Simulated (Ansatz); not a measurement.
SnO2: geometry relaxation (part 1 of 2)

System: SnO2 (24 atoms in the cell).
Method: DFT PBE, scalar-relativistic, plane waves, PAW, no spin polarisation (Ansatz 0.2.0).

The structure derives from a Materials Project entry. It belongs to a series of runs on one base structure; here: the perfect supercell shaken and relaxed.

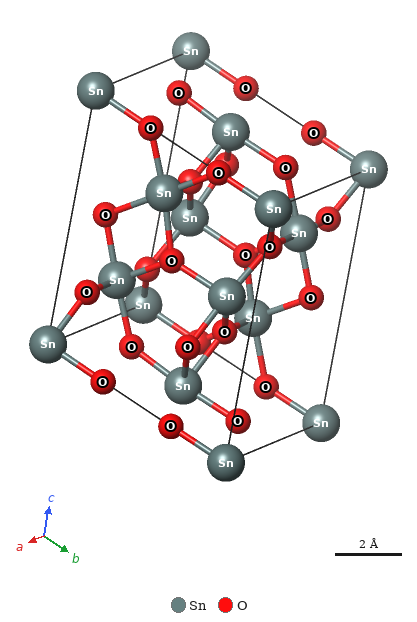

**Figure 1.** The input geometry (ball-and-stick view of the cell of the calculation, seen slightly off an axis). Near neighbours in the crystal (not all of them lie inside the picture): Sn has 6 O at 1.96 to 2.19 Å; O has 3 Sn at 1.96 to 2.19 Å.

**Results in brief**

```json
{"quantity": "outcome", "value": "converged"}
{"quantity": "space group (tolerance 0.01 Å)", "value": "P1 (1) → P4₂/mnm (136)"}
{"quantity": "electrons treated", "value": "208"}
{"quantity": "free energy", "value": "−57271.8735 eV"}
{"quantity": "Fermi energy", "value": "9.084 eV"}
{"quantity": "gap on the k-point mesh", "value": "0.68 eV"}
{"quantity": "final volume", "value": "301.82 Å³"}
{"quantity": "largest force (length of the vector) at the end", "value": "0.014 eV/Å"}
{"quantity": "final cell", "value": "a = 6.827 Å, b = 6.827 Å, c = 8.077 Å, α = 115.00°, β = 115.00°, γ = 90.00°"}
{"quantity": "hardware", "value": "8 threads of Arm Neoverse V1, 24 GiB of memory available, shared host"}
{"quantity": "wall time", "value": "57 s (CPU time 7.4 min)"}
{"quantity": "peak memory", "value": "1.8 GiB"}
```

**Input**
```yaml
crystal:
  lattice:
    - [-4.8271899931, 4.8271899931, 0.0]
    - [-4.8271899931, -4.8271899931, 0.0]
    - [4.8271899931, 0.0, 6.4763047095]
  atoms:
    - { symbol: Sn, position: [0.627895314, 0.1235294171, 0.2524616627] }
    - { symbol: Sn, position: [0.8712561907, 0.3863191856, 0.7553087756] }
    - { symbol: Sn, position: [0.1245542553, 0.6194702628, 0.2558434829] }
    - { symbol: Sn, position: [0.3610678454, 0.8728982581, 0.7444526309] }
    - { symbol: Sn, position: [0.4991206816, 0.4978163194, -0.0091400279] }
    - { symbol: Sn, position: [0.7523256757, 0.743256017, 0.4965580365] }
    - { symbol: Sn, position: [0.0002187871, 1.0037413087, 0.0011983694] }
    - { symbol: Sn, position: [0.2522772563, 0.2650674177, 0.5060281294] }
    - { symbol: O, position: [0.9199426113, 0.1145923773, 0.245473618] }
    - { symbol: O, position: [0.1845481321, 0.3680248689, 0.7514966664] }
    - { symbol: O, position: [0.4331933936, 0.6247976639, 0.2527279874] }
    - { symbol: O, position: [0.67975736, 0.8795476241, 0.7456556993] }
    - { symbol: O, position: [0.3202927252, 0.1301975295, 0.2500731768] }
    - { symbol: O, position: [0.5610990074, 0.3691660862, 0.7443080432] }
    - { symbol: O, position: [0.8151359348, 0.6236120864, 0.2500949073] }
    - { symbol: O, position: [0.0710090078, 0.8783895855, 0.7581228184] }
    - { symbol: O, position: [0.5051384992, 0.2053297376, 0.0090413048] }
    - { symbol: O, position: [0.7540847659, 0.4356117591, 0.4944556789] }
    - { symbol: O, position: [-0.0068157457, 0.6914653211, -0.002252684] }
    - { symbol: O, position: [0.2499812544, 0.9456622866, 0.5079526886] }
    - { symbol: O, position: [0.5072933625, 0.8088193618, -0.0028964468] }
    - { symbol: O, position: [0.7434122802, 0.056014826, 0.4968464566] }
    - { symbol: O, position: [-0.002188728, 0.3127084449, -0.0023137778] }
    - { symbol: O, position: [0.2527171508, 0.579681615, 0.504250938] }
basis:
  ecutwfc: 420
  xc_grid: 2
kpoints:
  mp_grid: { grid: [3, 3, 3], shift: [0.0, 0.0, 0.0] }
hamiltonian:
  xc: pbe
scf:
  occupations: { method: gaussian, width: 0.02 }
output:
  forces: true
  stress: false
  eigenvalues: true
relax:
  adjacent_minimum: "off"
  f_tol: 0.03
  max_steps: 25
```

Launched with:
```bash
ansatz run input.yaml --threads 8 --pin off --max-ram 16384MiB --backend cpu --events-out ev --progress --plain --runs-dir out
```

**What the program printed**
```
Engine: ansatz 0.2.0, aarch64-unknown-linux-gnu
Pseudopotentials: kind: paw
Pseudopotential: Sn, paw, valence charge 14, recommended cutoff 420 eV (normal), Sn.paw.azcp
Pseudopotential: O, paw, valence charge 6, recommended cutoff 420 eV (normal), O.paw.azcp
Functional definition: PBE
  parameter kappa = 0.804
  parameter beta = 0.06672455060314922
  exchange = pbe_x(kappa = kappa, mu = beta*pi^2/3)
  correlation = pbe_c(beta = beta)
Crystal: 24 atoms, lattice volume = 301.819 Å³
Basis set: ecut = 420 eV, 5921 PW (Γ), exchange–correlation on 96×96×108 points (8 copies of the dense FFT grid, shifted against one another)
Bands: 128, of which v1, the nominal top of the filled ones, is band 104 counted from 1 (103 counted from 0)
Symmetry: 1 space group operations
Space group: P1 (ITA 1), of the structure as read, at distance tolerance 6.7e-5 Å
k-points: 14 of 27 (time reversal used)
Non-local potential: Sn, projectors of the file, l = 0: 2, l = 1: 2, l = 2: 2, l = 3: 2
Non-local potential: O, projectors of the file, l = 0: 2, l = 1: 2, l = 2: 1
PAW form: soft (Blöchl's): semilocal exchange-correlation on the pseudo side does not see the compensation charge
PAW one-centre angular grid: Sn, 590 points (default); XC on 64 Gauss nodes
PAW one-centre angular grid: O, 110 points (default); XC on 64 Gauss nodes
Initial density: superposition of atomic densities (neutral atoms: chi_scale 0, normalization atom), corrected by the library's trained network
Initial wavefunctions: pseudopotential atomic-orbital guess
Functional: x = pbe(κ = 0.804, μ = 0.2195149727645171), c = pbe(β = 0.06672455060314922)
SCF iter   1: F=—  HF=-57270.863459 eV  |F-HF|=—  |Δ(HF+E_count)|=         —  Δρ=1.43e-3  dr2=2.91e-3  ethr=1.77e-3  ⟨swp⟩=6.1  Hψ=7196  notcnv=0  defer=51
preconditioner: auto → Resta (q_TF=auto, 2.564 Å⁻¹)  ε∞=3.6  [insulator: Δε(μ)=0.614 eV  Ē_g=19.217 eV  σ=0.020 eV  W_gap=1.00  n_scr=84 (ndim 8)  ℏωp=30.8 eV  f_vac=0.037  D(μ)=0.00/eV (n_scr^D=0)  ε∞_Penn≈3.6]
SCF iter   2: F=—  HF=-57270.868862 eV  |F-HF|=—  |Δ(HF+E_count)|=   5.40e-3  Δρ=7.30e-4  dr2=7.38e-4  ethr=1.40e-6  ⟨swp⟩=2.9  Hψ=3914  notcnv=0  defer=200
SCF iter   3: F=—  HF=-57270.869735 eV  |F-HF|=—  |Δ(HF+E_count)|=   8.73e-4  Δρ=3.46e-4  dr2=2.03e-4  ethr=3.55e-7  ⟨swp⟩=2.0  Hψ=2222  notcnv=0  defer=200
SCF iter   4: F=—  HF=-57270.870035 eV  |F-HF|=—  |Δ(HF+E_count)|=   3.01e-4  Δρ=7.59e-5  dr2=1.74e-5  ethr=9.74e-8  ⟨swp⟩=2.0  Hψ=2252  notcnv=0  defer=200
iter 5 did not close the SCF: its close was put off for the readings that it lacked (scf_convergence_deferred on its scf_iter line)
SCF iter   5: F=-57270.870033 eV  HF=-57270.870040 eV  |F-HF|=6.71e-6  |Δ(HF+E_count)|=   4.45e-6  Δρ=6.31e-5  dr2=9.66e-6  ethr=8.36e-9  ⟨swp⟩=2.1  Hψ=2871  notcnv=0  defer=200
SCF iter   6: F=-57270.870039 eV  HF=-57270.870039 eV  |F-HF|=6.06e-7  |Δ(HF+E_count)|=   1.10e-6  Δρ=1.36e-5  dr2=3.46e-7  ethr=4.64e-9  ⟨swp⟩=10.4  Hψ=8566  notcnv=0
SCF 1 converged in 6 iterations: F = -57270.870039 eV  dr2 = 3.46e-7
  greatest PAW one-centre occupation: 0.996 electrons in one spin orbital (limit 2), on the Sn atom at site 0 (counted from 0), in its partial waves of l = 2
relax step   1: F+E_penalty+E_count = -57270.87003936 eV  Δ(F+E_penalty+E_count) = +0.000e0 eV  max|allowed force component| = 2.871e0 eV/Å  Δτ_max = 0.0000 Å  (6 SCF iters, dr2 threshold 2.25e-5 eV, accepted)
Initial density: handed on by an earlier stage of this run
Initial wavefunctions: those handed on with the density
iter 1 solved again at ethr=1.50e-4 eV; its pass at ethr=3.10e-3 eV (dr2=3.12e-1 eV) is discarded
SCF iter   1: F=—  HF=-57271.875021 eV  |F-HF|=—  |Δ(HF+E_count)|=         —  Δρ=1.49e-2  dr2=3.13e-1  ethr=1.50e-4  ⟨swp⟩=1.9  Hψ=5975  notcnv=0  defer=238
preconditioner: auto → Resta (q_TF=auto, 2.564 Å⁻¹)  ε∞=3.6  [insulator: Δε(μ)=0.701 eV  Ē_g=19.260 eV  σ=0.020 eV  W_gap=1.00  n_scr=84 (ndim 8)  ℏωp=30.8 eV  f_vac=0.037  D(μ)=0.00/eV (n_scr^D=0)  ε∞_Penn≈3.6]
SCF iter   2: F=—  HF=-57271.782714 eV  |F-HF|=—  |Δ(HF+E_count)|=   9.23e-2  Δρ=6.92e-3  dr2=7.14e-2  ethr=1.50e-4  ⟨swp⟩=2.0  Hψ=3096  notcnv=0  defer=238
SCF iter   3: F=—  HF=-57271.765720 eV  |F-HF|=—  |Δ(HF+E_count)|=   1.70e-2  Δρ=2.30e-3  dr2=1.41e-2  ethr=3.43e-5  ⟨swp⟩=2.0  Hψ=3052  notcnv=0  defer=238
SCF iter   4: F=—  HF=-57271.763554 eV  |F-HF|=—  |Δ(HF+E_count)|=   2.17e-3  Δρ=8.78e-4  dr2=2.67e-3  ethr=6.78e-6  ⟨swp⟩=2.1  Hψ=2488  notcnv=0  defer=238
SCF iter   5: F=—  HF=-57271.763221 eV  |F-HF|=—  |Δ(HF+E_count)|=   3.34e-4  Δρ=2.49e-4  dr2=2.65e-4  ethr=1.28e-6  ⟨swp⟩=2.0  Hψ=2141  notcnv=0  defer=238
SCF iter   6: F=—  HF=-57271.763263 eV  |F-HF|=—  |Δ(HF+E_count)|=   4.19e-5  Δρ=1.90e-4  dr2=9.49e-5  ethr=4.81e-8  ⟨swp⟩=13.5  Hψ=9751  notcnv=0
SCF iter   7: F=-57271.763258 eV  HF=-57271.763254 eV  |F-HF|=4.11e-6  |Δ(HF+E_count)|=   8.49e-6  Δρ=4.09e-5  dr2=4.93e-6  ethr=4.56e-8  ⟨swp⟩=6.4  Hψ=6140  notcnv=0
SCF 2 converged in 7 iterations: F = -57271.763258 eV  dr2 = 4.93e-6
  greatest PAW one-centre occupation: 0.996 electrons in one spin orbital (limit 2), on the Sn atom at site 1 (counted from 0), in its partial waves of l = 2
relax step   2: F+E_penalty+E_count = -57271.76325824 eV  Δ(F+E_penalty+E_count) = -8.932e-1 eV  max|allowed force component| = 1.108e0 eV/Å  Δτ_max = 0.1393 Å  (7 SCF iters, dr2 threshold 1.00e-4 eV, accepted)
SCF iter   1: F=—  HF=-57271.899151 eV  |F-HF|=—  |Δ(HF+E_count)|=         —  Δρ=6.84e-3  dr2=6.99e-2  ethr=2.56e-4  ⟨swp⟩=4.0  Hψ=4147  notcnv=0  defer=237
preconditioner: auto → Resta (q_TF=auto, 2.564 Å⁻¹)  ε∞=3.6  [insulator: Δε(μ)=0.683 eV  Ē_g=19.263 eV  σ=0.020 eV  W_gap=1.00  n_scr=84 (ndim 8)  ℏωp=30.8 eV  f_vac=0.036  D(μ)=0.00/eV (n_scr^D=0)  ε∞_Penn≈3.6]
SCF iter   2: F=—  HF=-57271.875501 eV  |F-HF|=—  |Δ(HF+E_count)|=   2.36e-2  Δρ=2.90e-3  dr2=1.11e-2  ethr=3.36e-5  ⟨swp⟩=2.4  Hψ=3647  notcnv=0  defer=237
SCF iter   3: F=—  HF=-57271.873592 eV  |F-HF|=—  |Δ(HF+E_count)|=   1.91e-3  Δρ=1.01e-3  dr2=2.03e-3  ethr=5.33e-6  ⟨swp⟩=2.0  Hψ=3110  notcnv=0  defer=237
SCF iter   4: F=—  HF=-57271.873489 eV  |F-HF|=—  |Δ(HF+E_count)|=   1.04e-4  Δρ=3.58e-4  dr2=3.99e-4  ethr=9.77e-7  ⟨swp⟩=2.1  Hψ=2288  notcnv=0  defer=237
SCF iter   5: F=—  HF=-57271.873495 eV  |F-HF|=—  |Δ(HF+E_count)|=   6.49e-6  Δρ=1.11e-4  dr2=4.72e-5  ethr=3.69e-8  ⟨swp⟩=13.1  Hψ=8705  notcnv=0
SCF iter   6: F=-57271.873490 eV  HF=-57271.873500 eV  |F-HF|=1.02e-5  |Δ(HF+E_count)|=   5.29e-6  Δρ=7.60e-5  dr2=1.49e-5  ethr=2.27e-8  ⟨swp⟩=7.2  Hψ=6732  notcnv=0
SCF 3 converged in 6 iterations: F = -57271.873490 eV  dr2 = 1.49e-5
  greatest PAW one-centre occupation: 0.996 electrons in one spin orbital (limit 2), on the Sn atom at site 4 (counted from 0), in its partial waves of l = 2
relax step   3: F+E_penalty+E_count = -57271.87349007 eV  Δ(F+E_penalty+E_count) = -1.102e-1 eV  max|allowed force component| = 1.401e-2 eV/Å  Δτ_max = 0.0444 Å  (6 SCF iters, dr2 threshold 7.67e-5 eV, accepted)
iter 1 solved again at ethr=7.15e-9 eV; its pass at ethr=3.10e-3 eV (dr2=1.49e-5 eV) is discarded
SCF iter   1: F=—  HF=-57271.873454 eV  |F-HF|=—  |Δ(HF+E_count)|=         —  Δρ=7.59e-5  dr2=1.49e-5  ethr=7.15e-9  ⟨swp⟩=1.0  Hψ=4256  notcnv=0
preconditioner: auto → Resta (q_TF=auto, 2.564 Å⁻¹)  ε∞=3.6  [insulator: Δε(μ)=0.681 eV  Ē_g=19.257 eV  σ=0.020 eV  W_gap=1.00  n_scr=84 (ndim 8)  ℏωp=30.8 eV  f_vac=0.036  D(μ)=0.00/eV (n_scr^D=0)  ε∞_Penn≈3.6]
SCF iter   2: F=—  HF=-57271.873499 eV  |F-HF|=—  |Δ(HF+E_count)|=   4.49e-5  Δρ=2.91e-5  dr2=2.45e-6  ethr=7.14e-9  ⟨swp⟩=2.6  Hψ=2400  notcnv=0
SCF iter   3: F=—  HF=-57271.873499 eV  |F-HF|=—  |Δ(HF+E_count)|=   2.34e-9  Δρ=1.24e-5  dr2=5.79e-7  ethr=1.18e-9  ⟨swp⟩=2.0  Hψ=2115  notcnv=0
SCF iter   4: F=—  HF=-57271.873499 eV  |F-HF|=—  |Δ(HF+E_count)|=   5.22e-7  Δρ=6.99e-6  dr2=1.22e-7  ethr=2.78e-10  ⟨swp⟩=2.0  Hψ=2449  notcnv=0
SCF iter   5: F=-57271.873499 eV  HF=-57271.873499 eV  |F-HF|=1.75e-9  |Δ(HF+E_count)|=   1.13e-8  Δρ=9.20e-7  dr2=2.48e-9  ethr=4.81e-11  ⟨swp⟩=5.9  Hψ=6196  notcnv=0
SCF 4 converged in 5 iterations: F = -57271.873499 eV  dr2 = 2.48e-9
  greatest PAW one-centre occupation: 0.996 electrons in one spin orbital (limit 2), on the Sn atom at site 5 (counted from 0), in its partial waves of l = 2
relax step   4: F+E_penalty+E_count = -57271.87349915 eV  Δ(F+E_penalty+E_count) = -9.076e-6 eV  max|allowed force component| = 1.399e-2 eV/Å  Δτ_max = 0.0000 Å  (5 SCF iters, accepted)
```

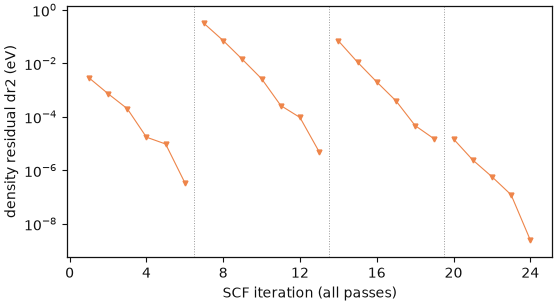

**Figure 2.** Convergence of the self-consistent field: density residual dr2 against the SCF iteration. The dotted lines part the SCF passes of the relaxation: geometry steps, rejected trials and re-solves on a re-selected basis. The passes take 6, 7, 6 and 5 iterations.

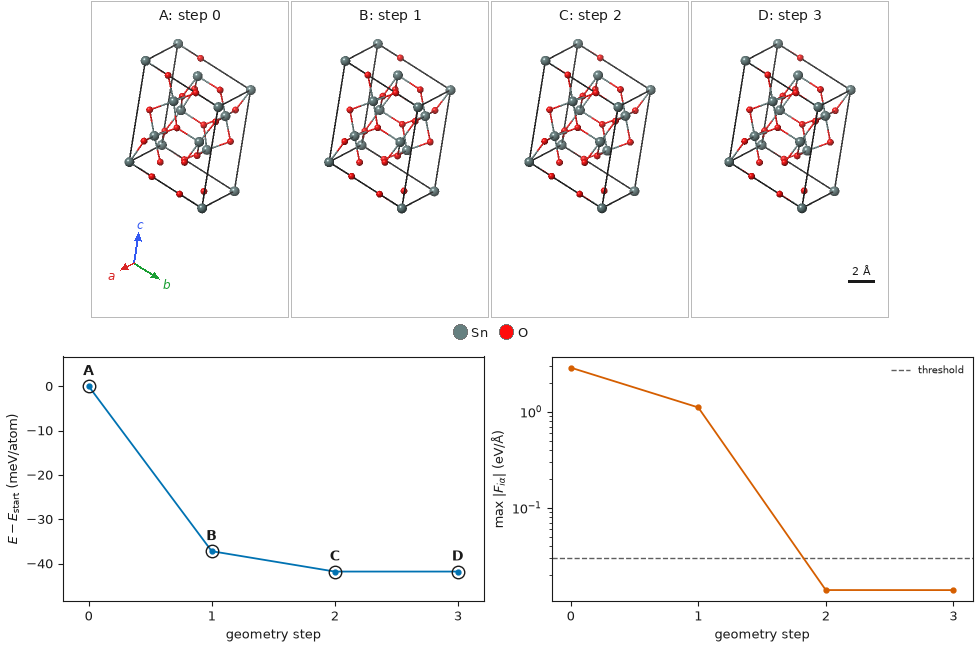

**Figure 3.** Frames of the relaxation (ball-and-stick view of the cell of the calculation, seen slightly off an axis) above the curves, on which the letters mark them (the first geometry is step 0 here and step 1 in the log).

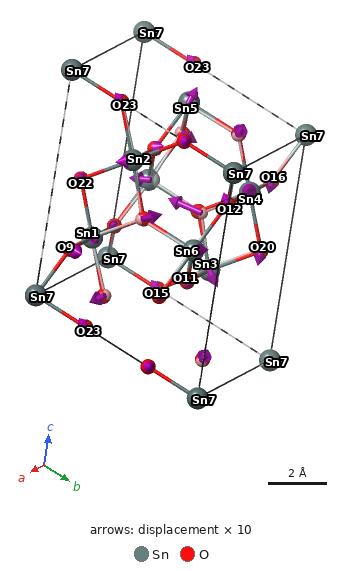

**Figure 4.** Start (faint) and end (solid) with the displacements as pink arrows, magnified 10 times (ball-and-stick view of the cell of the calculation, seen slightly off an axis). O24 moves most: 0.14 Å. By element the largest moves are O 0.14 Å, Sn 0.08 Å. The cell stays as it was. Distances before and after: Sn3–O24 1.960 → 2.088 Å, Sn4–O17 2.193 → 2.089 Å, Sn8–O9 2.184 → 2.089 Å, Sn4–O12 2.172 → 2.093 Å. Among the angles that change: O23–Sn3–O24 109.2° → 101.7°, O9–Sn8–O14 173.4° → 179.9°, Sn3–O24–Sn4 107.9° → 101.6°. The space group (tolerance 0.01 Å) goes from P1 (No. 1) to P4_2/mnm (No. 136). Over 3 geometry steps the energy falls by 41.8 meV per atom. The largest force component goes from 2.9 to 0.014 eV/Å. (Atoms are counted from 1 in the order of the input.)

```
SCF converged after 5 iterations
Free energy (F): -57271.873499 eV
Harris-Foulkes:  -57271.873499 eV  (|F-HF|=1.75e-9)
Internal energy: -57271.873499 eV  (E = F + TS)
E sigma→0 (E₀):  -57271.873499 eV
Fermi energy:    9.084428 eV
--- Per-component energies (eV) ---
  E_band       = -618.579072
  E_kinetic    = 4312.002975
  E_local      = -11853.407105  (includes V_loc(G=0)·N_el)
  E_nonlocal   = 535.378046
  E_hartree    = 6095.562826
  E_xc         = -4212.932642
  E_vxc        = -2246.589291  (∫ρ·V_xc dr)
  E_paw        = -35713.493492  (= ΣΔE_a)
  E_vpaw       = -3557.129511  (= ΣTr[D̂ρ^β])
  E_aug_tail   = 0.039456  (compensation charges beyond the density's cutoff)
  E_ewald      = -16435.023562
  E_smearing   = -0.000000  (= −TS)
  E_closure    = 0.000000  (closes the sum)
  Σ components = -57271.873499   (vs F -57271.873499, Δ=0.00e0)
--- Forces (eV/Å), atoms counted from 1 ---
  atom   1  Sn    -0.00068125    -0.00068175    -0.00083261
  atom   2  Sn     0.00455953     0.00082133     0.00892792
  atom   3  Sn    -0.01399337    -0.00185577    -0.00203924
  atom   4  Sn     0.00114856    -0.00320156    -0.00360311
  atom   5  Sn    -0.00163886    -0.00651375     0.00141503
  atom   6  Sn    -0.00186514     0.00352165    -0.00355718
  atom   7  Sn    -0.00173642     0.00189412    -0.00126658
  atom   8  Sn    -0.00179026    -0.00559556    -0.00332946
  atom   9  O      0.00200264     0.00164411     0.00162554
  atom  10  O     -0.00029206     0.00307927    -0.00171202
  atom  11  O      0.00367275    -0.00299854     0.00178263
  atom  12  O     -0.00297342    -0.00192669     0.00463341
  atom  13  O      0.00376611     0.00016920    -0.00016999
  atom  14  O     -0.00424272     0.00481644    -0.00361621
  atom  15  O      0.00310320    -0.00100887    -0.00149458
  atom  16  O     -0.00320180    -0.00357812     0.00443955
  atom  17  O      0.00074658     0.00002684     0.00169633
  atom  18  O      0.00259920    -0.00230378    -0.00234727
  atom  19  O      0.00439097     0.00288546    -0.00324822
  atom  20  O     -0.00150011    -0.00146512     0.00110669
  atom  21  O      0.00159503     0.00305461     0.00279435
  atom  22  O      0.00327764     0.00330581     0.00090038
  atom  23  O     -0.00056032     0.00123991    -0.00435545
  atom  24  O      0.00360074     0.00466161     0.00225205
  max |Σ_I F_I| component: 1.28e-5 eV/Å
--- Band table (eV; the first three rows and the last of 14) ---
```
